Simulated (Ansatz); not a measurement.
V₄Bi₄O₁₅ (charge +2): nudged elastic band (part 1 of 3)

- system: V₄Bi₄O₁₅ (defect cell, 23 atoms in the cell, total charge +2)
- method: DFT PBE, scalar-relativistic, plane waves, PAW, no spin polarisation (Ansatz 0.2.0)

The structure derives from a Materials Project entry.

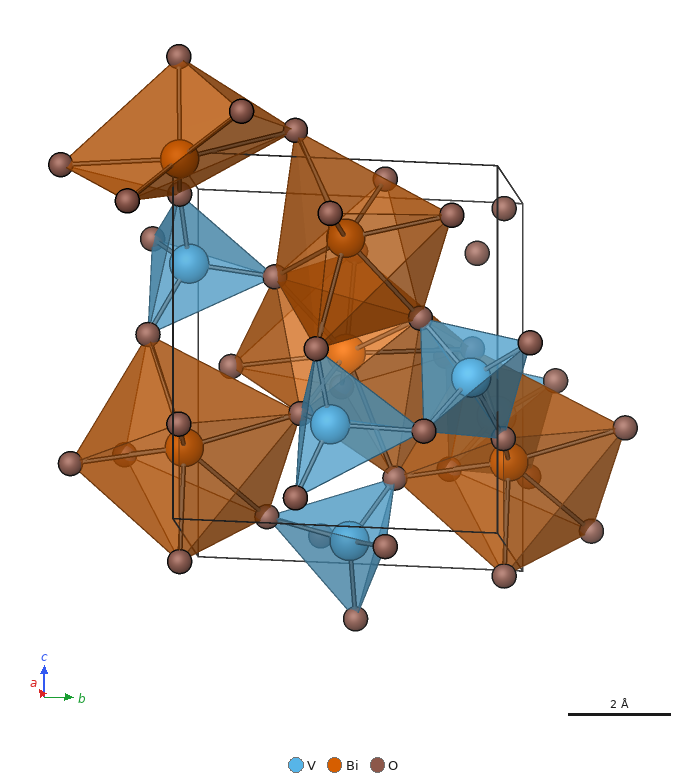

Fig. 1: The input geometry (polyhedral view of the cell of the calculation, seen at an oblique angle; polyhedra are completed across the faces of the cell).

### Input
```yaml
crystal:
  lattice:
    - [-2.5834678445, -2.5834678445, 5.8874966706]
    - [-2.5834678445, -2.5834678445, -5.8874966706]
    - [5.166935689, -5.166935689, 0.0]
  atoms:
    - { symbol: V, position: [0.0062689785, -0.0804598813, 0.419444462] }
    - { symbol: V, position: [0.4883876338, 0.5041683055, 0.01206537] }
    - { symbol: V, position: [0.4881010738, 0.0100843987, 0.7475173566] }
    - { symbol: V, position: [-0.0153317685, 0.4833860182, 0.2774140765] }
    - { symbol: Bi, position: [-0.0079605327, 0.0199317159, -0.0191848259] }
    - { symbol: Bi, position: [0.4565407696, 0.4914989986, 0.5253121744] }
    - { symbol: Bi, position: [0.5158954513, -0.0027039098, 0.243746703] }
    - { symbol: Bi, position: [-0.0231856291, 0.5304916148, 0.7864772441] }
    - { symbol: O, position: [1.2324205643, 0.11925591, 0.4984374378] }
    - { symbol: O, position: [0.4491404632, 0.6411929383, 0.1928150599] }
    - { symbol: O, position: [0.2233746789, 0.8768633899, 0.8370196848] }
    - { symbol: O, position: [0.7213934685, 0.3719718751, 0.3295956936] }
    - { symbol: O, position: [0.5919651318, 0.282437392, 0.711588242] }
    - { symbol: O, position: [0.0988713557, 0.7810067385, 0.2587145104] }
    - { symbol: O, position: [0.8606829766, 0.0073114375, 0.272080054] }
    - { symbol: O, position: [0.3469648657, 0.5117082946, 0.8150690242] }
    - { symbol: O, position: [0.6534497505, 0.993598992, 0.9188879902] }
    - { symbol: O, position: [0.1087168737, 0.4499539936, 0.4689062726] }
    - { symbol: O, position: [0.8615679269, 0.7519388765, 0.5896294191] }
    - { symbol: O, position: [0.3772864136, 0.2409945507, 0.0793645639] }
    - { symbol: O, position: [0.5071730442, 0.8846385845, 0.5477351148] }
    - { symbol: O, position: [0.012081068, 0.3784633578, 0.0703372405] }
    - { symbol: O, position: [0.7743682959, 0.6366960182, 0.9724668725] }
total_charge: 2
basis:
  ecutwfc: 420
  xc_grid: 2
kpoints:
  mp_grid: { grid: [2, 2, 2], shift: [0.5, 0.5, 0.5] }
hamiltonian:
  xc: pbe
scf:
  occupations: { method: gaussian, width: 0.02 }
output:
  forces: true
neb:
  images: 5
  f_tol: 0.05
  max_iterations: 70
  order_check: false
  final_atoms:
    - { symbol: V, position: [0.0429965578, 0.1217027612, 0.4657696842] }
    - { symbol: V, position: [0.4940116362, 0.4816012537, -0.0062433458] }
    - { symbol: V, position: [0.484045177, -0.0305018672, 0.7423666832] }
    - { symbol: V, position: [0.0061033573, 0.4940079451, 0.2443976428] }
    - { symbol: Bi, position: [-0.0005821687, -0.035481214, -0.0265414144] }
    - { symbol: Bi, position: [0.5106705633, 0.5023800273, 0.4945530411] }
    - { symbol: Bi, position: [0.5065724707, -0.0321792911, 0.234392857] }
    - { symbol: Bi, position: [-0.0138754414, 0.4702581235, 0.7739946283] }
    - { symbol: O, position: [1.290767454, 0.133440544, 0.4348043929] }
    - { symbol: O, position: [0.4586749905, 0.6047425201, 0.19780526] }
    - { symbol: O, position: [0.2033956917, 0.8496775313, 0.7982261494] }
    - { symbol: O, position: [0.7566219002, 0.4271257712, 0.3199103051] }
    - { symbol: O, position: [0.6083767671, 0.2390297711, 0.6949241682] }
    - { symbol: O, position: [0.1363708712, 0.7620624253, 0.1969521431] }
    - { symbol: O, position: [0.8602231864, -0.0273520807, 0.3064742777] }
    - { symbol: O, position: [0.3418488708, 0.4849907476, 0.8090881916] }
    - { symbol: O, position: [0.6124494587, 0.9300365892, 0.9327205111] }
    - { symbol: O, position: [0.1186227901, 0.4103589356, 0.4402186182] }
    - { symbol: O, position: [0.9538492406, 1.0776889167, 0.6862323631] }
    - { symbol: O, position: [0.4024137858, 0.2195110151, 0.0479727892] }
    - { symbol: O, position: [0.495243242, 0.834885362, 0.5439991455] }
    - { symbol: O, position: [-0.017402748, 0.3419869024, 0.0510919989] }
    - { symbol: O, position: [0.7712909833, 0.6064591918, 0.9231911414] }
```

Launch command:
```bash
ansatz run input.yaml --threads 4 --pin off --max-ram 10240MiB --backend cpu --events-out ev --progress --plain --runs-dir out
```

### Output
```
Warning: neb: disabling space-group detection — the band's intermediate images generally break the endpoint symmetry, so no spatial operation reduces the k-mesh or symmetrises the density, except that a semilocal band can use its path's symmetry ahead of convergence; time reversal is kept, so that k and −k are solved as one point where they differ and the mesh holds both, and exact exchange and, on two spinor components, a DFT+U term hold to it where the run has them: on two components no moment then forms, and a state that bears one, which a typed moment (crystal.atoms[].spin; refused beside efield: under a hybrid functional) reaches, can lie lower, under hf by electronvolts; crystal.symmetry.detect: false (a key that needs symmetry detection or time reversal refuses this as the deck is read) with time_reversal: false beside it drops time reversal too
Engine: ansatz 0.2.0, x86_64-unknown-linux-gnu
Pseudopotentials: kind: paw
Pseudopotential: V, paw, valence charge 13, recommended cutoff 420 eV (normal), V.paw.azcp
Pseudopotential: Bi, paw, valence charge 15, recommended cutoff 420 eV (normal), Bi.paw.azcp
Pseudopotential: O, paw, valence charge 6, recommended cutoff 420 eV (normal), O.paw.azcp
Functional definition: PBE
  parameter kappa = 0.804
  parameter beta = 0.06672455060314922
  exchange = pbe_x(kappa = kappa, mu = beta*pi^2/3)
  correlation = pbe_c(beta = beta)
parallel-image band execution: 2 concurrent image workers
NEB image 0
Crystal: 23 atoms, lattice volume = 314.360 Å³
Basis set: ecut = 420 eV, 6147 PW (Γ), exchange–correlation on 96×96×100 points (8 copies of the dense FFT grid, shifted against one another)
Bands: 123, of which v1, the nominal top of the filled ones, is band 100 counted from 1 (99 counted from 0)
Symmetry: 1 space group operations
k-points: 4 of 8 (time reversal used)
Non-local potential: V, projectors of the file, l = 0: 3, l = 1: 2, l = 2: 3, l = 3: 1
Non-local potential: Bi, projectors of the file, l = 0: 2, l = 1: 2, l = 2: 2, l = 3: 2
Non-local potential: O, projectors of the file, l = 0: 2, l = 1: 2, l = 2: 1
PAW form: soft (Blöchl's): semilocal exchange-correlation on the pseudo side does not see the compensation charge
PAW one-centre angular grid: V, 590 points (default); XC on 64 Gauss nodes
PAW one-centre angular grid: Bi, 590 points (default); XC on 64 Gauss nodes
PAW one-centre angular grid: O, 110 points (default); XC on 64 Gauss nodes
Initial density: superposition of atomic densities (neutral atoms scaled as one to the charged cell's electrons: chi_scale 0, normalization atom), corrected by the library's trained network
Initial wavefunctions: pseudopotential atomic-orbital guess
Functional: x = pbe(κ = 0.804, μ = 0.2195149727645171), c = pbe(β = 0.06672455060314922)
SCF iter   1: F=—  HF=-69774.543487 eV  |F-HF|=—  |Δ(HF+E_count)|=         —  Δρ=2.73e-2  dr2=2.87e0  ethr=1.77e-3  ⟨swp⟩=6.0  Hψ=1746  notcnv=0
preconditioner: auto → Resta (q_TF=auto, 2.530 Å⁻¹)  ε∞=4.9  [insulator: Δε(μ)=2.205 eV  Ē_g=13.716 eV  σ=0.020 eV  W_gap=1.00  n_scr=82 (ndim 8)  ℏωp=27.1 eV  f_vac=0.047  D(μ)=0.00/eV (n_scr^D=0)  ε∞_Penn≈4.9]
SCF iter   2: F=—  HF=-69774.243811 eV  |F-HF|=—  |Δ(HF+E_count)|=   3.00e-1  Δρ=2.60e-2  dr2=2.39e0  ethr=1.43e-3  ⟨swp⟩=2.0  Hψ=947  notcnv=0  defer=61
SCF iter   3: F=—  HF=-69773.970517 eV  |F-HF|=—  |Δ(HF+E_count)|=   2.73e-1  Δρ=6.94e-3  dr2=2.10e-1  ethr=1.20e-3  ⟨swp⟩=2.5  Hψ=644  notcnv=0  defer=61
SCF iter   4: F=—  HF=-69773.931515 eV  |F-HF|=—  |Δ(HF+E_count)|=   3.90e-2  Δρ=2.60e-3  dr2=3.45e-2  ethr=1.05e-4  ⟨swp⟩=2.0  Hψ=798  notcnv=0  defer=61
SCF iter   5: F=—  HF=-69773.930824 eV  |F-HF|=—  |Δ(HF+E_count)|=   6.91e-4  Δρ=2.37e-3  dr2=2.06e-2  ethr=1.73e-5  ⟨swp⟩=3.0  Hψ=813  notcnv=0  defer=61
SCF iter   6: F=—  HF=-69773.928847 eV  |F-HF|=—  |Δ(HF+E_count)|=   1.98e-3  Δρ=1.03e-3  dr2=4.30e-3  ethr=1.03e-5  ⟨swp⟩=3.0  Hψ=649  notcnv=0  defer=61
SCF iter   7: F=—  HF=-69773.928914 eV  |F-HF|=—  |Δ(HF+E_count)|=   6.69e-5  Δρ=5.60e-4  dr2=1.41e-3  ethr=2.15e-6  ⟨swp⟩=2.0  Hψ=642  notcnv=0  defer=61
SCF iter   8: F=—  HF=-69773.929132 eV  |F-HF|=—  |Δ(HF+E_count)|=   2.18e-4  Δρ=2.22e-4  dr2=2.80e-4  ethr=7.03e-7  ⟨swp⟩=2.0  Hψ=596  notcnv=0  defer=61
SCF iter   9: F=—  HF=-69773.929432 eV  |F-HF|=—  |Δ(HF+E_count)|=   3.00e-4  Δρ=2.08e-4  dr2=1.59e-4  ethr=1.40e-7  ⟨swp⟩=2.0  Hψ=627  notcnv=0  defer=61
SCF iter  10: F=—  HF=-69773.929454 eV  |F-HF|=—  |Δ(HF+E_count)|=   2.19e-5  Δρ=7.80e-5  dr2=2.45e-5  ethr=7.95e-8  ⟨swp⟩=2.0  Hψ=611  notcnv=0  defer=61
SCF iter  11: F=—  HF=-69773.928986 eV  |F-HF|=—  |Δ(HF+E_count)|=   4.68e-4  Δρ=5.87e-5  dr2=1.29e-5  ethr=1.22e-8  ⟨swp⟩=2.0  Hψ=668  notcnv=0  defer=61
SCF iter  12: F=—  HF=-69773.928987 eV  |F-HF|=—  |Δ(HF+E_count)|=   1.20e-6  Δρ=1.95e-5  dr2=1.58e-6  ethr=6.44e-9  ⟨swp⟩=2.0  Hψ=608  notcnv=0  defer=61
SCF iter  13: F=—  HF=-69773.928991 eV  |F-HF|=—  |Δ(HF+E_count)|=   3.22e-6  Δρ=2.05e-5  dr2=1.60e-6  ethr=7.92e-10  ⟨swp⟩=2.0  Hψ=819  notcnv=0  defer=61
SCF iter  14: F=—  HF=-69773.928991 eV  |F-HF|=—  |Δ(HF+E_count)|=   2.75e-7  Δρ=6.38e-6  dr2=1.62e-7  ethr=7.92e-10  ⟨swp⟩=2.0  Hψ=612  notcnv=0  defer=61
SCF iter  15: F=-69773.928991 eV  HF=-69773.928991 eV  |F-HF|=4.74e-9  |Δ(HF+E_count)|=   6.37e-8  Δρ=3.56e-6  dr2=4.59e-8  ethr=5.00e-11  ⟨swp⟩=4.0  Hψ=1352  notcnv=0
SCF 1 converged in 15 iterations: F = -69773.928991 eV  dr2 = 4.59e-8
  greatest PAW one-centre occupation: 1.000 electrons in one spin orbital (limit 2), on the V atom at site 2 (counted from 0), in its partial waves of l = 0
NSCF: frozen V_eff on 4 k-points
NEB image 6
SCF iter   1: F=—  HF=-69774.366942 eV  |F-HF|=—  |Δ(HF+E_count)|=         —  Δρ=2.69e-2  dr2=2.76e0  ethr=1.77e-3  ⟨swp⟩=6.0  Hψ=1760  notcnv=0
preconditioner: auto → Resta (q_TF=auto, 2.530 Å⁻¹)  ε∞=4.9  [insulator: Δε(μ)=2.146 eV  Ē_g=13.735 eV  σ=0.020 eV  W_gap=1.00  n_scr=82 (ndim 8)  ℏωp=27.1 eV  f_vac=0.050  D(μ)=0.00/eV (n_scr^D=0)  ε∞_Penn≈4.9]
SCF iter   2: F=—  HF=-69774.057332 eV  |F-HF|=—  |Δ(HF+E_count)|=   3.10e-1  Δρ=2.51e-2  dr2=2.25e0  ethr=1.38e-3  ⟨swp⟩=2.2  Hψ=945  notcnv=0  defer=64
SCF iter   3: F=—  HF=-69773.802754 eV  |F-HF|=—  |Δ(HF+E_count)|=   2.55e-1  Δρ=7.16e-3  dr2=2.25e-1  ethr=1.12e-3  ⟨swp⟩=2.5  Hψ=638  notcnv=0  defer=64
SCF iter   4: F=—  HF=-69773.761561 eV  |F-HF|=—  |Δ(HF+E_count)|=   4.12e-2  Δρ=2.63e-3  dr2=3.78e-2  ethr=1.13e-4  ⟨swp⟩=2.0  Hψ=648  notcnv=0  defer=64
SCF iter   5: F=—  HF=-69773.760119 eV  |F-HF|=—  |Δ(HF+E_count)|=   1.44e-3  Δρ=2.35e-3  dr2=2.02e-2  ethr=1.89e-5  ⟨swp⟩=3.2  Hψ=806  notcnv=0  defer=64
SCF iter   6: F=—  HF=-69773.757914 eV  |F-HF|=—  |Δ(HF+E_count)|=   2.20e-3  Δρ=8.95e-4  dr2=3.51e-3  ethr=1.01e-5  ⟨swp⟩=3.0  Hψ=664  notcnv=0  defer=64
SCF iter   7: F=—  HF=-69773.758267 eV  |F-HF|=—  |Δ(HF+E_count)|=   3.52e-4  Δρ=7.63e-4  dr2=2.37e-3  ethr=1.75e-6  ⟨swp⟩=2.2  Hψ=840  notcnv=0  defer=64
SCF iter   8: F=—  HF=-69773.758343 eV  |F-HF|=—  |Δ(HF+E_count)|=   7.61e-5  Δρ=2.07e-4  dr2=2.46e-4  ethr=1.19e-6  ⟨swp⟩=2.0  Hψ=607  notcnv=0  defer=64
SCF iter   9: F=—  HF=-69773.758610 eV  |F-HF|=—  |Δ(HF+E_count)|=   2.67e-4  Δρ=2.22e-4  dr2=1.70e-4  ethr=1.23e-7  ⟨swp⟩=2.0  Hψ=684  notcnv=0  defer=64
SCF iter  10: F=—  HF=-69773.758625 eV  |F-HF|=—  |Δ(HF+E_count)|=   1.50e-5  Δρ=6.93e-5  dr2=1.92e-5  ethr=8.49e-8  ⟨swp⟩=2.0  Hψ=608  notcnv=0  defer=64
SCF iter  11: F=—  HF=-69773.758205 eV  |F-HF|=—  |Δ(HF+E_count)|=   4.21e-4  Δρ=5.46e-5  dr2=1.18e-5  ethr=9.61e-9  ⟨swp⟩=2.0  Hψ=668  notcnv=0  defer=64
SCF iter  12: F=—  HF=-69773.758206 eV  |F-HF|=—  |Δ(HF+E_count)|=   8.68e-7  Δρ=2.00e-5  dr2=1.81e-6  ethr=5.88e-9  ⟨swp⟩=2.0  Hψ=600  notcnv=0  defer=64
SCF iter  13: F=—  HF=-69773.758208 eV  |F-HF|=—  |Δ(HF+E_count)|=   2.88e-6  Δρ=1.51e-5  dr2=8.19e-7  ethr=9.05e-10  ⟨swp⟩=2.0  Hψ=624  notcnv=0  defer=64
SCF iter  14: F=—  HF=-69773.758209 eV  |F-HF|=—  |Δ(HF+E_count)|=   4.82e-7  Δρ=7.91e-6  dr2=2.29e-7  ethr=4.09e-10  ⟨swp⟩=2.0  Hψ=624  notcnv=0  defer=64
SCF iter  15: F=-69773.758209 eV  HF=-69773.758209 eV  |F-HF|=4.12e-9  |Δ(HF+E_count)|=   5.45e-8  Δρ=3.68e-6  dr2=5.14e-8  ethr=5.00e-11  ⟨swp⟩=4.0  Hψ=1466  notcnv=0
SCF 2 converged in 15 iterations: F = -69773.758209 eV  dr2 = 5.14e-8
[... from here on the iterations of each SCF are left out, up to the last one ...]
NSCF: frozen V_eff on 4 k-points
NEB end point (image 0): max|allowed force component| = 1.347e-2 eV/Å (the criterion of neb.relax_end_points is 1.000e-2)
NEB end point (image 6): max|allowed force component| = 1.818e-2 eV/Å (the criterion of neb.relax_end_points is 1.000e-2)
NEB image 1
preconditioner: auto → Resta (q_TF=auto, 2.530 Å⁻¹)  ε∞=4.9  [insulator: Δε(μ)=2.279 eV  Ē_g=13.785 eV  σ=0.020 eV  W_gap=1.00  n_scr=82 (ndim 8)  ℏωp=27.1 eV  f_vac=0.042  D(μ)=0.00/eV (n_scr^D=0)  ε∞_Penn≈4.9]
SCF 3 converged in 16 iterations: F = -69772.985267 eV  dr2 = 1.87e-8
NEB image 2
preconditioner: auto → Resta (q_TF=auto, 2.530 Å⁻¹)  ε∞=4.9  [insulator: Δε(μ)=2.245 eV  Ē_g=13.824 eV  σ=0.020 eV  W_gap=1.00  n_scr=82 (ndim 8)  ℏωp=27.1 eV  f_vac=0.039  D(μ)=0.00/eV (n_scr^D=0)  ε∞_Penn≈4.9]
SCF 4 converged in 16 iterations: F = -69771.210891 eV  dr2 = 3.45e-8
NEB image 3
preconditioner: auto → Resta (q_TF=auto, 2.530 Å⁻¹)  ε∞=4.8  [insulator: Δε(μ)=2.211 eV  Ē_g=13.837 eV  σ=0.020 eV  W_gap=1.00  n_scr=82 (ndim 8)  ℏωp=27.1 eV  f_vac=0.039  D(μ)=0.00/eV (n_scr^D=0)  ε∞_Penn≈4.8]
SCF 5 converged in 14 iterations: F = -69770.308479 eV  dr2 = 8.97e-8
NEB image 4
preconditioner: auto → Resta (q_TF=auto, 2.530 Å⁻¹)  ε∞=4.8  [insulator: Δε(μ)=2.253 eV  Ē_g=13.836 eV  σ=0.020 eV  W_gap=1.00  n_scr=82 (ndim 8)  ℏωp=27.1 eV  f_vac=0.040  D(μ)=0.00/eV (n_scr^D=0)  ε∞_Penn≈4.8]
SCF 6 converged in 16 iterations: F = -69771.163817 eV  dr2 = 1.89e-8
NEB image 5
preconditioner: auto → Resta (q_TF=auto, 2.530 Å⁻¹)  ε∞=4.9  [insulator: Δε(μ)=2.253 eV  Ē_g=13.803 eV  σ=0.020 eV  W_gap=1.00  n_scr=82 (ndim 8)  ℏωp=27.1 eV  f_vac=0.045  D(μ)=0.00/eV (n_scr^D=0)  ε∞_Penn≈4.9]
SCF 7 converged in 16 iterations: F = -69772.867407 eV  dr2 = 1.50e-8
NEB iter   1: max|band force component| = 8.956e0 eV/Å  barrier→ = 3.6205 eV  barrier← = 3.4497 eV  Δτ_max = 0.1907 Å  (108 SCF iters)
NEB image 1
Initial density: handed on by an earlier stage of this run
Initial wavefunctions: those handed on with the density
preconditioner: auto → Resta (q_TF=auto, 2.530 Å⁻¹)  ε∞=4.8  [insulator: Δε(μ)=2.472 eV  Ē_g=13.849 eV  σ=0.020 eV  W_gap=1.00  n_scr=82 (ndim 8)  ℏωp=27.1 eV  f_vac=0.053  D(μ)=0.00/eV (n_scr^D=0)  ε∞_Penn≈4.8]
SCF 8 converged in 13 iterations: F = -69773.520614 eV  dr2 = 3.68e-8
NEB image 2
preconditioner: auto → Resta (q_TF=auto, 2.530 Å⁻¹)  ε∞=4.8  [insulator: Δε(μ)=2.498 eV  Ē_g=13.875 eV  σ=0.020 eV  W_gap=1.00  n_scr=82 (ndim 8)  ℏωp=27.1 eV  f_vac=0.051  D(μ)=0.00/eV (n_scr^D=0)  ε∞_Penn≈4.8]
SCF 9 converged in 14 iterations: F = -69772.806460 eV  dr2 = 6.52e-8
NEB image 3
preconditioner: auto → Resta (q_TF=auto, 2.530 Å⁻¹)  ε∞=4.8  [insulator: Δε(μ)=2.507 eV  Ē_g=13.875 eV  σ=0.020 eV  W_gap=1.00  n_scr=82 (ndim 8)  ℏωp=27.1 eV  f_vac=0.052  D(μ)=0.00/eV (n_scr^D=0)  ε∞_Penn≈4.8]
SCF 10 converged in 14 iterations: F = -69772.186212 eV  dr2 = 4.09e-8
NEB image 4
preconditioner: auto → Resta (q_TF=auto, 2.530 Å⁻¹)  ε∞=4.8  [insulator: Δε(μ)=2.418 eV  Ē_g=13.882 eV  σ=0.020 eV  W_gap=1.00  n_scr=82 (ndim 8)  ℏωp=27.1 eV  f_vac=0.054  D(μ)=0.00/eV (n_scr^D=0)  ε∞_Penn≈4.8]
SCF 11 converged in 14 iterations: F = -69772.738416 eV  dr2 = 6.13e-8
NEB image 5
preconditioner: auto → Resta (q_TF=auto, 2.530 Å⁻¹)  ε∞=4.8  [insulator: Δε(μ)=2.397 eV  Ē_g=13.867 eV  σ=0.020 eV  W_gap=1.00  n_scr=82 (ndim 8)  ℏωp=27.1 eV  f_vac=0.059  D(μ)=0.00/eV (n_scr^D=0)  ε∞_Penn≈4.8]
SCF 12 converged in 13 iterations: F = -69773.401921 eV  dr2 = 7.33e-8
NEB iter   2: max|band force component| = 3.160e0 eV/Å  barrier→ = 1.7428 eV  barrier← = 1.5720 eV  Δτ_max = 0.1964 Å  (68 SCF iters)
[... from here on the SCF iterations and repeated set-up lines of each step are left out, up to the last step ...]
NEB image 1
SCF 13 converged in 13 iterations: F = -69773.694630 eV  dr2 = 3.17e-8
NEB image 2
SCF 14 converged in 14 iterations: F = -69773.235301 eV  dr2 = 4.44e-8
NEB image 3
SCF 15 converged in 14 iterations: F = -69772.919569 eV  dr2 = 2.42e-8
NEB image 4
SCF 16 converged in 13 iterations: F = -69773.287628 eV  dr2 = 4.40e-8
NEB image 5
SCF 17 converged in 13 iterations: F = -69773.595963 eV  dr2 = 1.82e-8
NEB iter   3: max|band force component| = 1.946e0 eV/Å  barrier→ = 1.0094 eV  barrier← = 0.8386 eV  Δτ_max = 0.2000 Å  (67 SCF iters)
NEB image 1
SCF 18 converged in 11 iterations: F = -69773.754484 eV  dr2 = 6.32e-8
NEB image 2
SCF 19 converged in 12 iterations: F = -69773.473473 eV  dr2 = 8.85e-8
NEB image 3
SCF 20 converged in 13 iterations: F = -69773.108526 eV  dr2 = 3.87e-8
NEB image 4
SCF 21 converged in 13 iterations: F = -69773.387827 eV  dr2 = 4.00e-8
NEB image 5
SCF 22 converged in 11 iterations: F = -69773.626165 eV  dr2 = 7.04e-8
NEB iter   4: max|band force component| = 6.124e-1 eV/Å  barrier→ = 0.8205 eV  barrier← = 0.6497 eV  Δτ_max = 0.0593 Å  (60 SCF iters)
NEB image 1
SCF 23 converged in 11 iterations: F = -69773.801674 eV  dr2 = 5.99e-8
NEB image 2
SCF 24 converged in 11 iterations: F = -69773.577949 eV  dr2 = 6.67e-8
NEB image 3
SCF 25 converged in 12 iterations: F = -69773.206307 eV  dr2 = 3.23e-8
```
